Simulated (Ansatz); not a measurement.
**CaO: 6 runs along one coordinate**

System: CaO (P6₃/mmc, 4 atoms in the cell).
Method: Kohn-Sham DFT of a periodic cell, PBE, Ansatz PAW, no spin polarisation (Ansatz 0.2.0).

The 6 runs differ only in the geometry, by an even scaling of the cell at fixed fractional positions. The structure derives from a Materials Project entry.

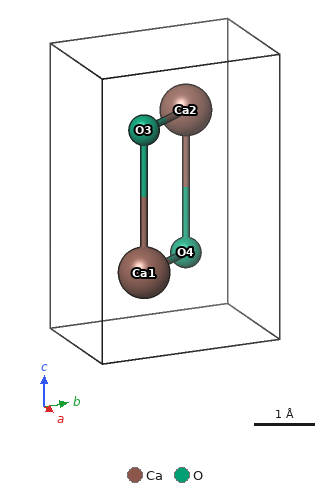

Figure 1. The structure of run 4 (ball-and-stick view of the cell of the calculation, seen slightly off an axis; atoms are numbered from 1 in the order of the input).

## Input of run 4
```yaml
crystal:
  lattice:
    - [4.018413521, 0.0, 0.0]
    - [-2.0092067604, 3.480048192, 0.0]
    - [0.0, 0.0, 4.8165286157]
  atoms:
    - { symbol: Ca, position: [0.6666666667, 0.3333333333, 0.25] }
    - { symbol: Ca, position: [0.3333333333, 0.6666666667, 0.75] }
    - { symbol: O, position: [0.6666666667, 0.3333333333, 0.75] }
    - { symbol: O, position: [0.3333333333, 0.6666666667, 0.25] }
hamiltonian:
  xc: pbe
  pseudopotentials: { kind: paw }
kpoints:
  mp_grid: { grid: [8, 8, 6] }
scf:
  occupations: { method: fermi_dirac, width: 0.05 }
output:
  forces: true
  stress: true
  eigenvalues: true
```

Command:
```bash
ansatz run input.yaml --threads 2 --pin off --max-ram 5120MiB --backend cpu --events-out ev --progress --plain --runs-dir out
```

Lattice vectors (Å) and fractional positions of run 4:
```
   4.018414    0.000000    0.000000
  -2.009207    3.480048    0.000000
   0.000000    0.000000    4.816529
Ca  0.666667  0.333333  0.250000
Ca  0.333333  0.666667  0.750000
O   0.666667  0.333333  0.750000
O   0.333333  0.666667  0.250000
```

Run 3 differs from it as follows:
```diff
-    - [4.018413521, 0.0, 0.0]
-    - [-2.0092067604, 3.480048192, 0.0]
-    - [0.0, 0.0, 4.8165286157]
+    - [3.9651832332, 0.0, 0.0]
+    - [-1.9825916165, 3.4339494106, 0.0]
+    - [0.0, 0.0, 4.7527260222]
```

## Results, with one run withheld

```tsv
run	volume per atom (Å³)	free energy per atom, from the lowest run given (meV)	pressure (GPa)	gap on the mesh (eV)
1	15.518	24.90	7.32	3.39
2	15.848	12.26	4.99	3.32
3	16.179	?	?	?
4	16.839	0.00	−0.73	3.11
5	17.169	3.12	−2.27	3.04
6	17.499	9.26	−3.66	2.97
```

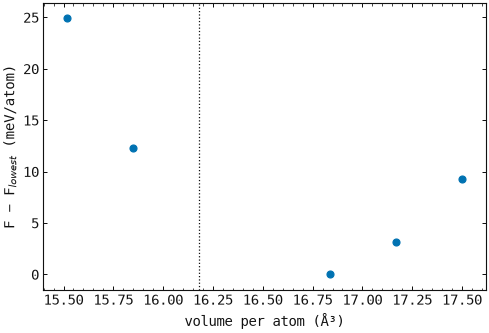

Figure 2. Free energy per atom of the runs given; the dotted line marks run 3.

Fit the runs given and predict run 3.

A cubic polynomial in V^(−2/3) (the Birch–Murnaghan form), fitted to the 5 runs given, misses them by under 0.01 meV per atom. With x = V^(−2/3) − 0.15401 Å⁻², it reads F = 0.029535 + 788.66 x + 4.3073e+05 x² + 2.9263e+05 x³ (meV per atom). At run 3 it gives 4.17 meV per atom, and the run itself gives 4.21. The slope of the fit gives a pressure −dF/dV of 2.88 GPa there, and the run prints 2.88 GPa. The fit has its minimum at 16.694 Å³ per atom, where V d²F/dV² gives 86 GPa. Cell shape and fractional positions are held, so this is the stiffness under even scaling; the relaxed bulk modulus wasn't computed. The gap on the mesh goes, without turning, from 3.39 eV in run 1 to 2.97 eV in run 6; run 3 has 3.25 eV. These are gaps of this functional on this mesh, which can miss the band edges; they aren't the measured gap.

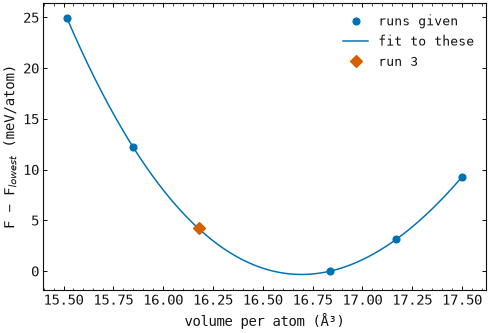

Figure 3. The fit and the withheld run.

## Output, shortened to warnings, some set-up lines, iterations and results (run 3)
```
Basis set: ecut = 420 eV, 1287 PW (Γ), exchange–correlation on 54×54×64 points (8 copies of the dense FFT grid, shifted against one another)
Symmetry: 24 space group operations
k-points: 40 of 384
Initial density: superposition of atomic densities (neutral atoms: chi_scale 0, normalization atom), corrected by the library's trained network
[...]
SCF iter   1: F=—  HF=-4775.168250 eV  |F-HF|=—  |Δ(HF+E_count)|=         —  Δρ=7.80e-4  dr2=2.16e-4  ethr=1.77e-3  ⟨swp⟩=7.0  Hψ=4440  notcnv=0
SCF iter   2: F=—  HF=-4775.169344 eV  |F-HF|=—  |Δ(HF+E_count)|=   1.09e-3  Δρ=1.09e-3  dr2=7.42e-4  ethr=6.75e-7  ⟨swp⟩=2.8  Hψ=1919  notcnv=0
SCF iter   3: F=—  HF=-4775.169352 eV  |F-HF|=—  |Δ(HF+E_count)|=   8.11e-6  Δρ=3.33e-4  dr2=3.80e-5  ethr=6.75e-7  ⟨swp⟩=2.0  Hψ=1120  notcnv=0
SCF iter   4: F=—  HF=-4775.169068 eV  |F-HF|=—  |Δ(HF+E_count)|=   2.84e-4  Δρ=2.48e-4  dr2=2.85e-5  ethr=1.19e-7  ⟨swp⟩=2.0  Hψ=1325  notcnv=0
SCF iter   5: F=—  HF=-4775.169091 eV  |F-HF|=—  |Δ(HF+E_count)|=   2.35e-5  Δρ=8.82e-5  dr2=4.92e-6  ethr=8.91e-8  ⟨swp⟩=2.0  Hψ=1014  notcnv=0
SCF iter   6: F=—  HF=-4775.169092 eV  |F-HF|=—  |Δ(HF+E_count)|=   5.92e-7  Δρ=1.97e-5  dr2=2.91e-7  ethr=1.54e-8  ⟨swp⟩=2.0  Hψ=1034  notcnv=0
SCF iter   7: F=-4775.169092 eV  HF=-4775.169092 eV  |F-HF|=7.00e-8  |Δ(HF+E_count)|=   7.55e-9  Δρ=1.06e-5  dr2=8.73e-8  ethr=3.13e-10  ⟨swp⟩=5.1  Hψ=3192  notcnv=0
SCF 1 converged in 7 iterations: F = -4775.169092 eV  dr2 = 8.73e-8
SCF converged after 7 iterations
Free energy (F): -4775.169092 eV
Harris-Foulkes:  -4775.169092 eV  (|F-HF|=7.00e-8)
Internal energy: -4775.169092 eV  (E = F + TS)
E sigma→0 (E₀):  -4775.169092 eV
Fermi energy:    7.677606 eV
--- Per-component energies (eV) ---
  E_band       = -254.683389
  E_kinetic    = 913.302870
  E_local      = -2159.021249  (includes V_loc(G=0)·N_el)
  E_nonlocal   = 223.323542
  E_hartree    = 752.297786
  E_xc         = -426.494206
  E_vxc        = -536.535682  (∫ρ·V_xc dr)
  E_paw        = -2032.804536  (= ΣΔE_a)
  E_vpaw       = -200.347958  (= ΣTr[D̂ρ^β])
  E_aug_tail   = 0.004850  (compensation charges beyond the density's cutoff)
  E_ewald      = -2045.778149
  E_smearing   = -0.000000  (= −TS)
  E_closure    = -0.000000  (closes the sum)
  Σ components = -4775.169092   (vs F -4775.169092, Δ=0.00e0)
--- Forces (eV/Å), atoms counted from 1 ---
  atom   1  Ca     0.00000000     0.00000000    -0.00000000
  atom   2  Ca     0.00000000    -0.00000000     0.00000000
  atom   3  O      0.00000000     0.00000000    -0.00000000
  atom   4  O     -0.00000000    -0.00000000     0.00000000
  max |Σ_I F_I| component: 9.25e-18 eV/Å
--- Stress (GPa, compression-positive) ---
        2.687667       0.000000       0.000000
        0.000000       2.687667      -0.000000
        0.000000      -0.000000       3.266404
  P = ⅓ Tr σ = 2.8806 GPa (28.806 kbar)
```
